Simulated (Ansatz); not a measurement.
FeCo: geometry relaxation (part 2 of 2)

FeCo (Pm-3m, 2 atoms in the cell); DFT PBE, scalar-relativistic, plane waves, PAW, spin-polarised (Ansatz 0.2.0); cutoff 420 eV, 20×20×20 k-mesh, Gaussian smearing of 0.1 eV, collinear spins. The structure was made by a generator, so it may or may not be a known phase.

Geometry of the input (Å; fractional positions):
```
2.8493  0.0000  0.0000
0.0000  2.8493  0.0000
0.0000  0.0000  2.8493
Fe 0.5000  0.5000  0.5000
Co 0.0000  0.0000  0.0000
```

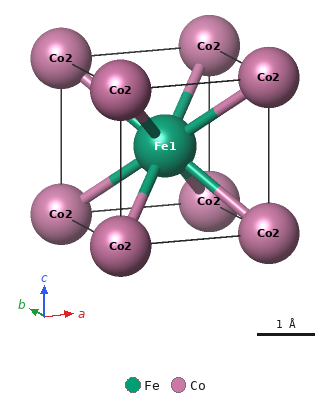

Figure 1. The geometry at step 2 of the log (ball-and-stick view of the cell of the calculation, seen slightly off an axis; atoms are numbered from 1 in the order of the input).

**The program's output, continued**
```
SCF iter   1: F=—  HF=-9606.770905 eV  |F-HF|=—  |Δ(HF+E_count)|=         —  Δρ=1.77e-5 (↑1.77e-5 ↓9.62e-6)  dr2=4.12e-8  dr2_m=5.61e-9  M=-4.529 μB ∫|m|=4.797 μB  β_m=0.65  ethr=2.99e-9  ⟨swp⟩=4.1  Hψ=98105  notcnv=0
preconditioner: auto → none  [metal: Δε(μ)=0.005 eV  Ē_g=10.248 eV  σ=0.100 eV  W_gap=0.03  n_scr=0 (ndim 8)  ℏωp=31.9 eV  f_vac=0.000  D(μ)=1.44/eV (n_scr^D=18)]
SCF iter   2: F=—  HF=-9606.770905 eV  |F-HF|=—  |Δ(HF+E_count)|=   2.97e-8  Δρ=5.64e-6 (↑3.60e-6 ↓5.64e-6)  dr2=9.73e-9  dr2_m=1.36e-9  M=-4.529 μB ∫|m|=4.797 μB  β_m=0.53  ethr=1.25e-10  ⟨swp⟩=2.1  Hψ=21592  notcnv=0
SCF iter   3: F=—  HF=-9606.770905 eV  |F-HF|=—  |Δ(HF+E_count)|=   1.33e-8  Δρ=5.97e-6 (↑3.82e-6 ↓5.97e-6)  dr2=8.08e-9  dr2_m=4.67e-10  M=-4.529 μB ∫|m|=4.797 μB  β_m=0.47  ethr=2.95e-11  ⟨swp⟩=2.0  Hψ=23262  notcnv=0
SCF iter   4: F=—  HF=-9606.770905 eV  |F-HF|=—  |Δ(HF+E_count)|=  2.93e-10  Δρ=2.06e-6 (↑2.06e-6 ↓6.90e-7)  dr2=9.60e-10  dr2_m=3.07e-10  M=-4.529 μB ∫|m|=4.797 μB  β_m=0.74  ethr=2.45e-11  ⟨swp⟩=2.4  Hψ=21267  notcnv=0
SCF iter   5: F=—  HF=-9606.770905 eV  |F-HF|=—  |Δ(HF+E_count)|=   5.71e-9  Δρ=1.31e-6 (↑8.48e-7 ↓1.31e-6)  dr2=3.59e-11  dr2_m=2.33e-10  M=-4.529 μB ∫|m|=4.797 μB  β_m=0.87  ethr=2.91e-12  ⟨swp⟩=2.0  Hψ=22987  notcnv=0
SCF iter   6: F=—  HF=-9606.770905 eV  |F-HF|=—  |Δ(HF+E_count)|=  8.20e-10  Δρ=4.42e-7 (↑2.59e-7 ↓4.42e-7)  dr2=3.89e-11  dr2_m=1.19e-11  M=-4.529 μB ∫|m|=4.797 μB  β_m=0.60  ethr=1.00e-12  ⟨swp⟩=2.0  Hψ=18634  notcnv=0
SCF iter   7: F=—  HF=-9606.770905 eV  |F-HF|=—  |Δ(HF+E_count)|=  3.46e-11  Δρ=1.96e-7 (↑1.96e-7 ↓8.39e-8)  dr2=1.10e-11  dr2_m=2.41e-12  M=-4.529 μB ∫|m|=4.797 μB  β_m=0.80  ethr=1.00e-12  ⟨swp⟩=1.0  Hψ=13728  notcnv=0
SCF iter   8: F=—  HF=-9606.770905 eV  |F-HF|=—  |Δ(HF+E_count)|=  5.46e-12  Δρ=8.44e-8 (↑8.44e-8 ↓5.58e-8)  dr2=1.93e-12  dr2_m=4.23e-13  M=-4.529 μB ∫|m|=4.797 μB  β_m=0.90  ethr=1.00e-12  ⟨swp⟩=1.1  Hψ=13792  notcnv=0
SCF iter   9: F=—  HF=-9606.770905 eV  |F-HF|=—  |Δ(HF+E_count)|=  1.09e-11  Δρ=2.67e-7 (↑2.67e-7 ↓4.91e-8)  dr2=2.06e-11  dr2_m=2.86e-12  M=-4.529 μB ∫|m|=4.797 μB  β_m=0.94  ethr=1.00e-12  ⟨swp⟩=1.0  Hψ=13728  notcnv=0
SCF iter  10: F=-9606.770905 eV  HF=-9606.770905 eV  |F-HF|=1.64e-11  |Δ(HF+E_count)|=  1.82e-12  Δρ=2.24e-7 (↑2.24e-7 ↓3.89e-8)  dr2=1.44e-11  dr2_m=1.86e-12  M=-4.529 μB ∫|m|=4.797 μB  ethr=1.00e-12  ⟨swp⟩=3.0  Hψ=44076  notcnv=0
SCF 4 converged in 10 iterations: F = -9606.770905 eV  dr2 = 1.44e-11
relax step   4: F+E_penalty+E_count = -9606.77090541 eV  Δ(F+E_penalty+E_count) = +9.368e-5 eV  max|allowed force component| = 1.072e-29 eV/Å  Δτ_max = 0.0000 Å  P = +0.001 GPa  Ω = 23.024 Å³  stress off target by 1.28e-3 GPa  SCF on the basis re-selected at this cell (its energy is not comparable with the rows above)  (10 SCF iters)
```

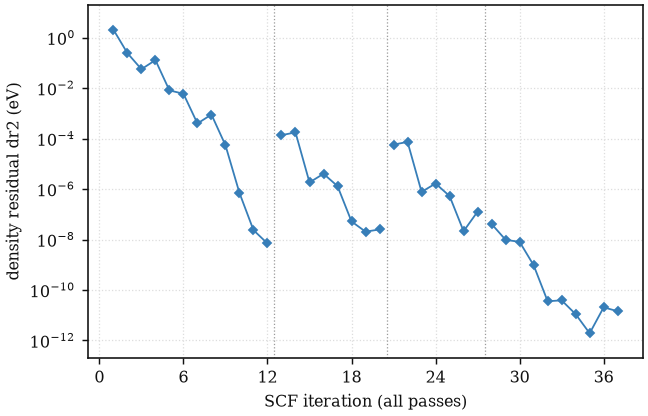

Figure 2. Convergence of the self-consistent field: density residual dr2 against the SCF iteration. The dotted lines part the SCF passes of the relaxation: geometry steps, rejected trials and re-solves on a re-selected basis. The passes take 12, 8, 7 and 10 iterations.

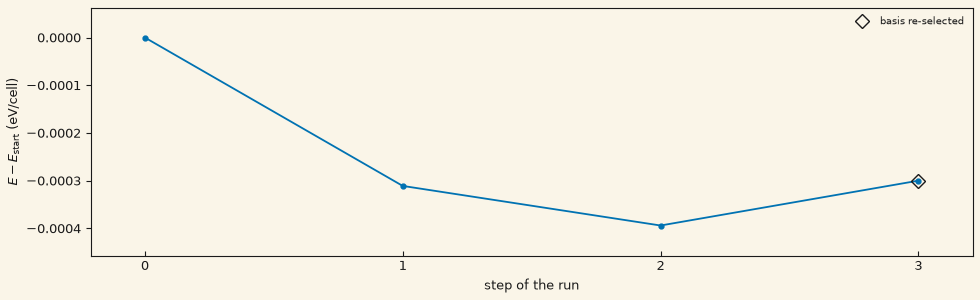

Figure 3. Progress of the relaxation, step by step (the first geometry is step 0 here and step 1 in the log). The atoms keep their places relative to the cell (all moves are under 0.005 Å). Cell: a = b = c 2.849 → 2.845 Å (−0.2 %). Volume −0.5 %. The space group stays Pm-3m (No. 221). Over 2 geometry steps the energy falls by 0.4 meV per cell of the calculation. All forces vanish by symmetry, so only the cell relaxes. The pressure goes from −0.88 to 0.00 GPa. A last SCF at the same geometry on a re-selected plane-wave basis shifts the energy by +0.1 meV per cell of the calculation.

```
basis re-selected at this cell: Δ(F+E_penalty+E_count) = +9.368e-5 eV, ΔP = -0.001 GPa vs the last step (what re-selecting the basis moved, of the pressure what is left beyond the Pulay correction that the steps carried, after the strain that the cell walked since its last selection, with what the two solves' SCF thresholds leave and, on support functions, any second-order correction that the steps lacked; it is no measure of the basis error at this ecutwfc). This SCF's stress stands 1.28e-3 GPa from its target on what of the cell is left free (relax.cell.stress_tol is 5.00e-2 GPa) and its largest allowed force component is 1.07e-29 eV/Å (relax.f_tol is 1.00e-2 eV/Å): within both
SCF converged after 10 iterations
Magnetization: -4.5292 μB (14.2354 up, 18.7646 down)
Absolute magnetization: 4.7980 μB (∫|ρ↑−ρ↓|, with the PAW one-centre terms)
Spin contamination: 0.0829 ħ² per cell (⟨S²⟩ above its minimum at these occupations)
Per-site moments (μB) at R_I (Å): [(-2.8059692500066946, 1.0162800650800594), (-1.829104234507353, 1.0162800650800594)]
Free energy (F): -9606.770905 eV
Harris-Foulkes:  -9606.770905 eV  (|F-HF|=1.64e-11)
Internal energy: -9606.763690 eV  (E = F + TS)
E sigma→0 (E₀):  -9606.767297 eV
Entropy (-TS):   -0.007216 eV (-3.608 meV/atom)
Fermi energy:    18.369284 eV
--- Per-component energies (eV) ---
  E_band       = -480.919825
  E_kinetic    = 800.734211
  E_local      = -5000.199879  (includes V_loc(G=0)·N_el)
  E_nonlocal   = 674.635128
  E_hartree    = 2094.082742
  E_xc         = -276.082077
  E_vxc        = -355.877420  (∫ρ·V_xc dr)
  E_paw        = -2882.360746  (= ΣΔE_a)
  E_vpaw       = -788.378139  (= ΣTr[D̂ρ^β])
  E_aug_tail   = 0.000712  (compensation charges beyond the density's cutoff)
  E_ewald      = -5017.573780
  E_smearing   = -0.007216  (= −TS)
  E_closure    = 0.000000  (closes the sum)
  Σ components = -9606.770905   (vs F -9606.770905, Δ=0.00e0)
--- Forces (eV/Å), atoms counted from 1 ---
  atom   1  Fe    -0.00000000    -0.00000000     0.00000000
  atom   2  Co     0.00000000    -0.00000000     0.00000000
  max |Σ_I F_I| component: 2.06e-29 eV/Å
--- Stress (GPa, compression-positive) ---
        0.001279      -0.000000       0.000000
       -0.000000       0.001279      -0.000000
        0.000000      -0.000000       0.001279
  P = ⅓ Tr σ = 0.0013 GPa (0.013 kbar)
--- Band table (eV; the first three rows and the last of 572) ---
  k-point 0 ↑: bands = ["-75.8649", "-67.3362", "-39.1577", "-39.1577", "-39.1577", "-33.4102", "-33.4102", "-33.4102", "9.3539", "14.8076", "14.8076", "17.1675", "17.1675", "17.1675", "19.1772", "19.1772", "19.8873", "19.8873", "19.8873", "27.5670", "27.5670", "27.5670", "33.9874", "33.9874"]
  k-point 1 ↑: bands = ["-75.8648", "-67.3361", "-39.1587", "-39.1575", "-39.1575", "-33.4121", "-33.4102", "-33.4102", "9.4054", "14.8238", "14.8323", "17.1644", "17.1644", "17.1809", "19.1500", "19.1876", "19.8332", "19.8332", "19.8724", "27.2383", "27.6763", "27.6763", "33.9979", "34.2327"]
  k-point 2 ↑: bands = ["-75.8645", "-67.3357", "-39.1615", "-39.1571", "-39.1571", "-33.4174", "-33.4100", "-33.4100", "9.5589", "14.8690", "14.9059", "17.1559", "17.1559", "17.2206", "19.0689", "19.2178", "19.6816", "19.6816", "19.8285", "26.4153", "27.9938", "27.9938", "34.0299", "34.7654"]
  k-point 285 ↓: bands = ["-78.1049", "-70.6110", "-41.3813", "-41.3813", "-41.3813", "-36.6787", "-36.6787", "-36.6787", "14.2456", "14.2456", "14.2456", "14.5443", "14.5443", "14.5443", "16.4334", "16.4334", "16.6397", "16.6397", "25.9081", "25.9081", "25.9081", "25.9822", "25.9822", "25.9822"]
--- Relaxed structure (3 steps of the walk, 3 accepted, 1 SCFs on fresh bases) ---
  F+E_penalty+E_count = -9606.77090541 eV   max|allowed force component| = 1.072e-29 eV/Å   (the final SCF, on the basis selected at the relaxed cell)
  cell:  # Å, volume = 23.0238 Å³
    - [2.844846395859504, 7.222237291452136e-35, -1.6049416203226965e-35]
    - [7.222237291452136e-35, 2.844846395859504, 1.2037062152420224e-35]
    - [-8.024708101613482e-35, 1.2037062152420224e-35, 2.844846395859504]
  atoms:
    - { symbol: Fe, position: [0.5, 0.5, 0.5] }
    - { symbol: Co, position: [-1.7602449399743694e-37, 4.400612350409799e-37, 5.2807348205122515e-37] }
--- Löwdin populations: 2 sites ---
  site symbol       q [e]    m [muB]
     0     Fe     15.7417    -2.8641
     1     Co     16.7722    -1.8192
  spilling = 0.014730 (of n_electrons = 33.000000)
```

**File populations.tsv**
```
# site	symbol	l	j	q_up	q_dn
# orbitals = lowdin
# n_electrons = 33.000000
# spilling = 0.014730
0	Fe	0_3S	-	0.994134	0.993681
0	Fe	0_4S	-	0.490539	0.478194
0	Fe	1_3P	-	2.998534	2.998756
0	Fe	2_3D	-	1.955609	4.832276
1	Co	0_3S	-	0.993757	0.993750
1	Co	0_4S	-	0.495423	0.474304
1	Co	1_3P	-	2.998220	2.998894
1	Co	2_3D	-	2.989087	4.828752
```

**Trajectory as extended XYZ (Å, eV, eV/Å), 4 frames, from step=1 to step=4**
```
2
Lattice="2.8493 0.0000 0.0000 0.0000 2.8493 0.0000 0.0000 0.0000 2.8493" Properties=species:S:1:pos:R:3:forces:R:3 step=1 energy=-9606.77060 pressure_GPa=-0.88
Fe    1.4246    1.4246    1.4246    0.0000   0.0000   0.0000
Co    0.0000    0.0000    0.0000    0.0000   0.0000   0.0000
2
Lattice="2.8466 0.0000 0.0000 0.0000 2.8466 0.0000 0.0000 0.0000 2.8466" Properties=species:S:1:pos:R:3:forces:R:3 step=2 energy=-9606.77092 pressure_GPa=-0.35
Fe    1.4233    1.4233    1.4233    0.0000   0.0000   0.0000
Co    0.0000    0.0000    0.0000    0.0000   0.0000   0.0000
2
Lattice="2.8448 0.0000 0.0000 0.0000 2.8448 0.0000 0.0000 0.0000 2.8448" Properties=species:S:1:pos:R:3:forces:R:3 step=3 energy=-9606.77100 pressure_GPa=0.00
Fe    1.4224    1.4224    1.4224    0.0000   0.0000   0.0000
Co    0.0000    0.0000    0.0000    0.0000   0.0000   0.0000
2
Lattice="2.8448 0.0000 0.0000 0.0000 2.8448 0.0000 0.0000 0.0000 2.8448" Properties=species:S:1:pos:R:3:forces:R:3 step=4 energy=-9606.77090 pressure_GPa=0.00
Fe    1.4224    1.4224    1.4224    0.0000   0.0000   0.0000
Co    0.0000    0.0000    0.0000    0.0000   0.0000   0.0000
```

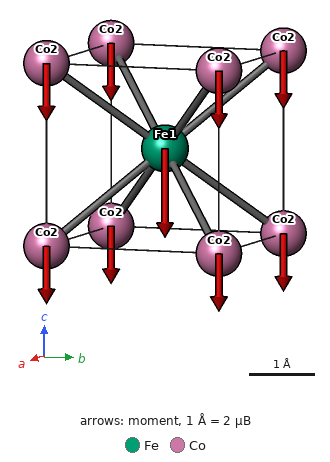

Figure 4. Magnetic moments of the sites as red arrows (ball-and-stick view of the cell of the calculation, seen slightly off an axis; atoms are numbered from 1 in the order of the input); small moments hardly show. The run is collinear, so the axis drawn is arbitrary. Site moments: Fe1 (−2.81 μB); Co2 (−1.83 μB). They are counted near the atoms and needn't add up to the moment of the cell.

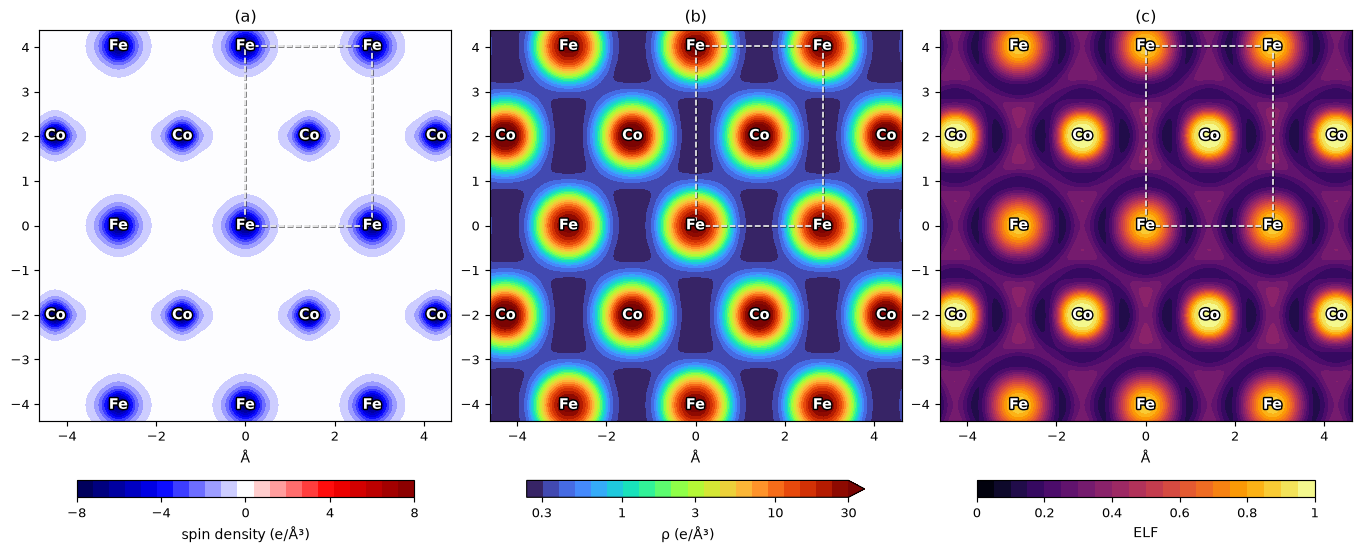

Figure 5. (a) spin density; (b) valence electron density; (c) electron localisation function on the (011̄) plane of the conventional cell. Atoms in the plane: Fe and Co. Fe–Co (2.46 Å): ρ is about 0.35 e/Å³ halfway; the ELF is about 0.25 at the midpoint; no shared electron pair. Away from the nuclei the density in this plane falls to 0.24 e/Å³ at its lowest. The strong features right at Fe and Co lie inside the PAW spheres (semicore, d or f shells) and say nothing about bonding. The cell of the calculation (2 atoms) carries 4.5 μB net. The fields are those of the smooth PAW valence density.

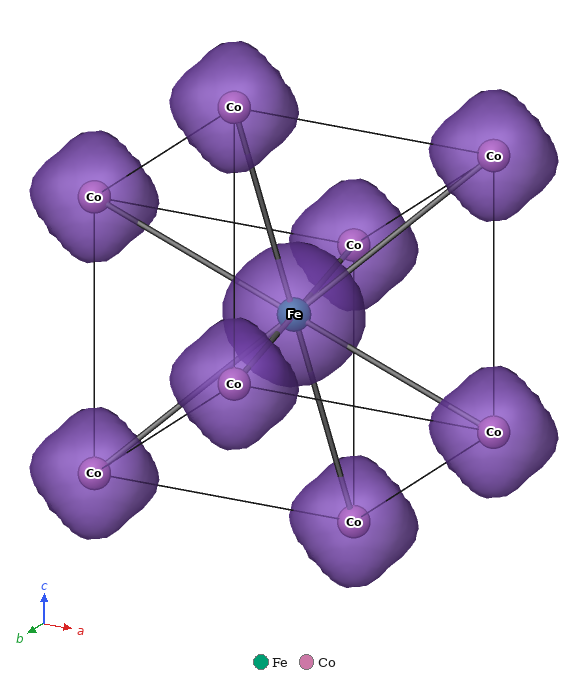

Figure 6. Isosurfaces of the magnetisation density (up minus down) at +0.5 (orange) and −0.5 e/Å³ (purple), seen at an oblique angle. Sticks mark near contacts. The outline is the cell set on symmetry axes. The cell of the calculation (2 atoms) carries 4.5 μB net. Only one sign reaches the isovalue.

**Results in brief**

```tsv
quantity	value
outcome	converged
space group (tolerance 0.01 Å)	Pm-3m (221)
electrons treated	33
free energy	−9606.7709 eV
Fermi energy	18.369 eV
gap on the k-point mesh	none (metallic)
net moment of the cell	−4.53 μB
integrated absolute moment	4.80 μB
pressure	0.00 GPa
final volume	23.02 Å³
largest force (length of the vector) at the end	under 0.001 eV/Å
final cell	a = 2.845 Å, b = 2.845 Å, c = 2.845 Å, α = 90.00°, β = 90.00°, γ = 90.00°
wall time	53 s
peak memory	0.62 GiB
```
